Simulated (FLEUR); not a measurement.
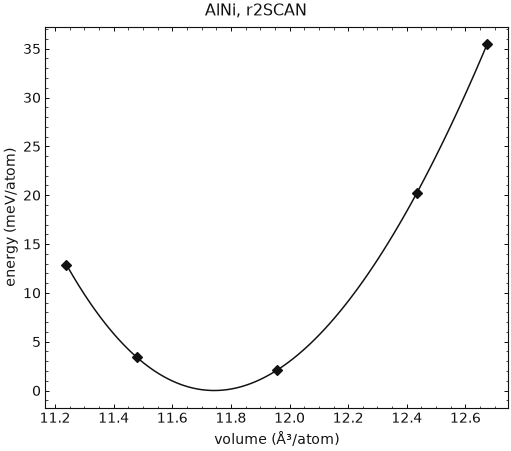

The figure shows the energy against volume for AlNi, space group Pm-3m (No. 221).

Starting cell:
```
Ni Al
1.0
     2.88100    0.00000    0.00000
     0.00000    2.88100    0.00000
     0.00000    0.00000    2.88100
Ni Al
1 1
Direct
  0.50000 0.50000 0.50000
  0.00000 0.00000 0.00000
```

How it was computed, with FLEUR MaX-R8.1 (later development tree): all-electron LAPW DFT, collinear spins; energies at scaled volumes of the given cell, shape and fractions fixed, counted from the fit's minimum, third-order Birch-Murnaghan fit. Level: r2SCAN, collinear spin.

```
         setting                          value
          k mesh                          9×9×9
     occupations                    Fermi–Dirac
  smearing width                        0.05 eV
      potentials                   all electron
program settings  basis FLAPW, kmax 4.92 1/bohr
```

This calculation gives: equilibrium volume 11.74 Å³/atom and bulk modulus 176 GPa.

Now the level changes from r2SCAN to LDA. What happens?

The equilibrium volume falls from 11.74 to 11.34 Å³/atom (−3.4 %) and the bulk modulus rises from 176 to 187 GPa (+6.2 %).

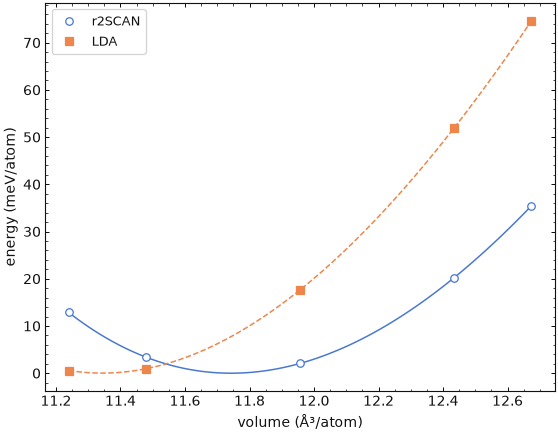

The two results together.

V0 and the bulk modulus come from third-order Birch–Murnaghan fits.
